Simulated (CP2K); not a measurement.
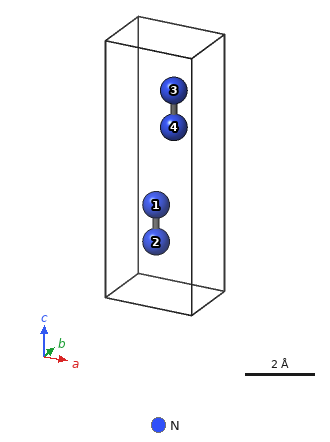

Figure 1. The input geometry (ball-and-stick view of the cell of the calculation, seen slightly off an axis; atoms are numbered from 1 in the order of the input).

# Run report: N, single-point calculation

N (P6₃/mmc, 4 atoms in the cell), computed with with the settings of its input (CP2K 2026.2).

The structure derives from a Materials Project entry. The geometry comes from this level: r2scan-rvv10. It belongs to a series of runs on one base structure; here: KPOINTS = 4x4x4.

**The input**
```
&GLOBAL
 PROJECT run
 RUN_TYPE ENERGY_FORCE
 PRINT_LEVEL LOW
&END GLOBAL
&FORCE_EVAL
 METHOD QS
 STRESS_TENSOR ANALYTICAL
 &DFT
  BASIS_SET_FILE_NAME BASIS_MOLOPT
  POTENTIAL_FILE_NAME GTH_POTENTIALS
  &QS
   EXTRAPOLATION USE_GUESS
  &END QS
  &MGRID
   CUTOFF 500
   REL_CUTOFF 50
  &END MGRID
  &XC
   &XC_FUNCTIONAL PBE
   &END XC_FUNCTIONAL
  &END XC
  &KPOINTS
   SCHEME MONKHORST-PACK 4 4 4
   SYMMETRY F
   FULL_GRID F
  &END KPOINTS
  &SCF
   ADDED_MOS 10
   EPS_SCF 1e-6
   MAX_SCF 80
   &DIAGONALIZATION
   &END DIAGONALIZATION
   &MIXING
    METHOD BROYDEN_MIXING
    ALPHA 0.3
   &END MIXING
   &SMEAR
    METHOD FERMI_DIRAC
    ELECTRONIC_TEMPERATURE [K] 232
   &END SMEAR
   &PRINT
    &ITERATION_INFO
    &END ITERATION_INFO
   &END PRINT
  &END SCF
  &PRINT
   &BAND_STRUCTURE
    FILE_NAME bands.bs
    ADDED_MOS 6
    &KPOINT_SET
     UNITS B_VECTOR
     SPECIAL_POINT 0.00000000 0.00000000 0.00000000
     NPOINTS 0
    &END KPOINT_SET
    &KPOINT_SET
     UNITS B_VECTOR
     SPECIAL_POINT 0.50000000 0.00000000 0.00000000
     NPOINTS 0
    &END KPOINT_SET
    &KPOINT_SET
     UNITS B_VECTOR
     SPECIAL_POINT 0.33333333 0.33333333 0.00000000
     NPOINTS 0
    &END KPOINT_SET
    &KPOINT_SET
     UNITS B_VECTOR
     SPECIAL_POINT 0.00000000 0.00000000 0.50000000
     NPOINTS 0
    &END KPOINT_SET
    &KPOINT_SET
     UNITS B_VECTOR
     SPECIAL_POINT 0.50000000 0.00000000 0.50000000
     NPOINTS 0
    &END KPOINT_SET
    &KPOINT_SET
     UNITS B_VECTOR
     SPECIAL_POINT 0.33333333 0.33333333 0.50000000
     NPOINTS 0
    &END KPOINT_SET
    &KPOINT_SET
     UNITS B_VECTOR
     SPECIAL_POINT 0.14583300 0.16666700 0.00000000
     NPOINTS 0
    &END KPOINT_SET
    &KPOINT_SET
     UNITS B_VECTOR
     SPECIAL_POINT 0.00000000 0.50000000 0.00000000
     NPOINTS 0
    &END KPOINT_SET
   &END BAND_STRUCTURE
  &END PRINT
 &END DFT
 &SUBSYS
  &CELL
   A 3.58042022 0.00000000 0.00000000
   B -1.79021011 3.10073487 0.00000000
   C 0.00000000 0.00000000 7.64151398
  &END CELL
  &COORD
   SCALED
   N 0.33333333 0.66666667 0.32157079
   N 0.33333333 0.66666667 0.17842921
   N 0.66666667 0.33333333 0.82157079
   N 0.66666667 0.33333333 0.67842921
  &END COORD
  &KIND N
   BASIS_SET SZV-MOLOPT-SR-GTH
   POTENTIAL GTH-PBE
  &END KIND
 &END SUBSYS
 &PRINT
  &STRESS_TENSOR
  &END STRESS_TENSOR
  &FORCES
  &END FORCES
 &END PRINT
&END FORCE_EVAL
```

Hardware: 2 threads of Arm Neoverse V2, 24 GiB of memory available, shared host.

Command:
```bash
cp2k.psmp -i run.inp
```

**Log**
```
rr4vjl

 CP2K| version string:                                       CP2K version 2026.2
 CP2K|            -lib tblite libvori libbqb
 CP2K| Input file name                                                   run.inp

 GLOBAL| Force Environment number                                              1
 GLOBAL| Cholesky decomposition library                                ScaLAPACK
 GLOBAL| Direct generalized diagonalization requested                          F
 GLOBAL| Matrix multiplication library                                 ScaLAPACK

 GENERATE|  Preliminary Number of Bonds generated:                             0
 GENERATE|  Achieved consistency in connectivity generation.

 *******************************************************************************
 *******************************************************************************
 **                                                                           **
 **     #####                         ##              ##                      **
 **    ##   ##            ##          ##              ##                      **
 **   ##     ##                       ##            ######                    **
 **   ##     ##  ##   ##  ##   #####  ##  ##   ####   ##    #####    #####    **
 **   ##     ##  ##   ##  ##  ##      ## ##   ##      ##   ##   ##  ##   ##   **
 **   ##  ## ##  ##   ##  ##  ##      ####     ###    ##   ######   ######    **
 **    ##  ###   ##   ##  ##  ##      ## ##      ##   ##   ##       ##        **
 **     #######   #####   ##   #####  ##  ##  ####    ##    #####   ##        **
 **           ##                                                    ##        **
 **                                                                           **
 **                                                ... make the atoms dance   **
 **                                                                           **
 **                      J. Chem. Phys. 152, 194103 (2020)                    **
 **                                                                           **
 *******************************************************************************

 *** available. The full set of unoccupied MOs will be used. Use           ***
 *** 'ADDED_MOS -1' to always use all available MOs and to get rid of this ***
 *** warning.                                                              ***

 TOTAL NUMBERS AND MAXIMUM NUMBERS

  Total number of            - Atomic kinds:                                   1
                             - Atoms:                                          4
                             - Shell sets:                                     4
                             - Shells:                                         8
                             - Primitive Cartesian functions:                 20
                             - Cartesian basis functions:                     16
                             - Spherical basis functions:                     16

  Maximum angular momentum of- Orbital basis functions:                        1
                             - Local part of the GTH pseudopotential:          2
                             - Non-local part of the GTH pseudopotential:      0

 SCF PARAMETERS         Density guess:                                    ATOMIC
                        --------------------------------------------------------
                        max_scf:                                              80
                        max_scf_history:                                       0
                        max_diis:                                              4
                        --------------------------------------------------------
                        eps_scf:                                        1.00E-06
                        eps_scf_history:                                0.00E+00
                        eps_diis:                                       1.00E-01
                        eps_eigval:                                     1.00E-05
                        --------------------------------------------------------
                        level_shift [a.u.]:                             0.000000
                        added MOs                                         6    0
                        --------------------------------------------------------
                        Mixing method:                            BROYDEN_MIXING
                                                charge density mixing in g-space
                        --------------------------------------------------------
                        Smear method:                                FERMI_DIRAC
                        Electronic temperature [K]:                        232.0
                        Electronic temperature [a.u.]:                  7.35E-04
                        Accuracy threshold:                             1.00E-10
                        --------------------------------------------------------
                        No outer SCF

 Extrapolation method: initial_guess

 Number of electrons:                                                         20
 Number of occupied orbitals:                                                 10
 Number of molecular orbitals:                                                16

 Number of orbital functions:                                                 16
 Number of independent orbital functions:                                     16

 SCF WAVEFUNCTION OPTIMIZATION

  ------------------------------------------------------------------------------
     1 NoMix/Diag. 0.30E+00    0.2     0.75848783       -39.1925866946 -3.92E+01
     2 Broy./Diag. 0.30E+00    0.2     0.03600271       -40.7811710051 -1.59E+00
     3 Broy./Diag. 0.30E+00    0.2     0.09621480       -39.5702343804  1.21E+00
     4 Broy./Diag. 0.30E+00    0.2     0.00121211       -39.5116974965  5.85E-02
     5 Broy./Diag. 0.30E+00    0.2     0.00456192       -39.3992923160  1.12E-01
     6 Broy./Diag. 0.30E+00    0.2     0.00003182       -39.3984963803  7.96E-04
     7 Broy./Diag. 0.30E+00    0.2     0.00006080       -39.4007450613 -2.25E-03
     8 Broy./Diag. 0.30E+00    0.2     0.00000108       -39.4008067657 -6.17E-05
     9 Broy./Diag. 0.30E+00    0.2     0.00000160       -39.4009870253 -1.80E-04
    10 Broy./Diag. 0.30E+00    0.2     0.00000010       -39.4009892983 -2.27E-06

  *** SCF run converged in    10 steps ***

  Electronic density on regular grids:        -19.9999999895        0.0000000105
  Core density on regular grids:               19.9999999992       -0.0000000008
  Total charge density on r-space grids:        0.0000000097
  Total charge density g-space grids:           0.0000000097

  Overlap energy of the core charge distribution:               0.00000629147169
  Self energy of the core charge distribution:                -99.40247535898159
  Core Hamiltonian energy:                                     28.01229087604337
  Hartree energy:                                              41.73568548278934
  Exchange-correlation energy:                                 -9.74649658960511
  Electronic entropic energy:                                  -0.00000000000000
  Fermi energy:                                                -0.03466621614480

  Total energy:                                               -39.40098929828230
  Total energy (extrapolated to T->0):                        -39.40098929828230

 KPOINTS| Band Structure Calculation
 KPOINTS| Number of k-point sets                                               8
 KPOINTS| Number of added MOs/bands                                            6
 KPOINTS| Number of k-points in set    1                                       1
 KPOINTS| In units of b-vector [2pi/Bohr]
 KPOINTS| Special point     1 not specifi     0.000000     0.000000     0.000000
 KPOINTS| Time for k-point line                                            0.001
 KPOINTS| Number of k-points in set    2                                       1
 KPOINTS| In units of b-vector [2pi/Bohr]
 KPOINTS| Special point     1 not specifi     0.500000     0.000000     0.000000
 KPOINTS| Time for k-point line                                            0.001
 KPOINTS| Number of k-points in set    3                                       1
 KPOINTS| In units of b-vector [2pi/Bohr]
 KPOINTS| Special point     1 not specifi     0.333333     0.333333     0.000000
 KPOINTS| Time for k-point line                                            0.001
 KPOINTS| Number of k-points in set    4                                       1
 KPOINTS| In units of b-vector [2pi/Bohr]
 KPOINTS| Special point     1 not specifi     0.000000     0.000000     0.500000
 KPOINTS| Time for k-point line                                            0.001
 KPOINTS| Number of k-points in set    5                                       1
 KPOINTS| In units of b-vector [2pi/Bohr]
 KPOINTS| Special point     1 not specifi     0.500000     0.000000     0.500000
 KPOINTS| Time for k-point line                                            0.001
 KPOINTS| Number of k-points in set    6                                       1
 KPOINTS| In units of b-vector [2pi/Bohr]
 KPOINTS| Special point     1 not specifi     0.333333     0.333333     0.500000
 KPOINTS| Time for k-point line                                            0.001
 KPOINTS| Number of k-points in set    7                                       1
 KPOINTS| In units of b-vector [2pi/Bohr]
 KPOINTS| Special point     1 not specifi     0.145833     0.166667     0.000000
 KPOINTS| Time for k-point line                                            0.001
 KPOINTS| Number of k-points in set    8                                       1
 KPOINTS| In units of b-vector [2pi/Bohr]
 KPOINTS| Special point     1 not specifi     0.000000     0.500000     0.000000
 KPOINTS| Time for k-point line                                            0.001

 ENERGY| Total FORCE_EVAL ( QS ) energy [hartree]            -39.400992678679401

 FORCES| Atomic forces [hartree/bohr]
 FORCES|   Atom     x               y               z               |f|
 FORCES|      1 -6.01644709E-09  3.47558215E-09  3.83390189E-01   3.83390189E-01
 FORCES|      2 -6.01644640E-09  3.47558723E-09 -3.83390189E-01   3.83390189E-01
 FORCES|      3  6.01644315E-09 -3.47560437E-09  3.83390189E-01   3.83390189E-01
 FORCES|      4  6.01644779E-09 -3.47559947E-09 -3.83390189E-01   3.83390189E-01
 FORCES| Sum    -2.54760457E-15 -3.44601898E-14 -8.88178420E-15
 FORCES| Total atomic force                                       3.56774587E-14

 STRESS| Analytical stress tensor [bar]
 STRESS|                        x                   y                   z
 STRESS|      x        4.90514384267E+03   2.62186753138E+00   1.04505030077E-08
 STRESS|      y        2.62186753138E+00   4.90817128569E+03   1.85767033072E-08
 STRESS|      z        1.04505030077E-08   1.85767033072E-08   8.16258125687E+05
 STRESS| 1/3 Trace                                             2.75357146938E+05
 STRESS| Determinant                                           1.96516423459E+13

 STRESS| Eigenvectors and eigenvalues of the analytical stress tensor [bar]
 STRESS|                        1                   2                   3
 STRESS| Eigenvalues   4.90363009954E+03   4.90968502882E+03   8.16258125687E+05
 STRESS|      x           0.866024372617      0.500001786030      0.000000000000
 STRESS|      y          -0.500001786030      0.866024372617      0.000000000000
 STRESS|      z           0.000000000000     -0.000000000000      1.000000000000
```

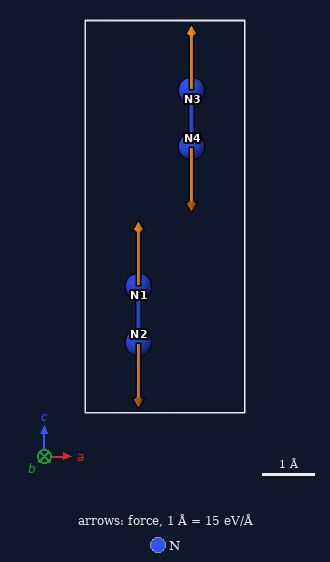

Figure 2. Forces on the atoms as orange arrows (ball-and-stick view of the cell of the calculation, along the b axis; atoms are numbered from 1 in the order of the input). The largest act on all 4 N atoms (19.71 eV/Å). The geometry is not a stationary point of this energy.

**Summary**

```json
{"quantity": "outcome", "value": "converged"}
{"quantity": "space group (tolerance 0.01 Å)", "value": "P6₃/mmc (194)"}
{"quantity": "electrons treated", "value": "20"}
{"quantity": "free energy", "value": "−1072.1556 eV"}
{"quantity": "band gap", "value": "6.19 eV"}
{"quantity": "pressure", "value": "27.54 GPa"}
{"quantity": "largest force (length of the vector)", "value": "19.715 eV/Å"}
{"quantity": "wall time", "value": "2.7 s (CPU time 4.7 s)"}
{"quantity": "peak memory", "value": "0.31 GiB"}
```

**Notes**

Settings chosen away from the usual ones: KPOINTS = 4x4x4.
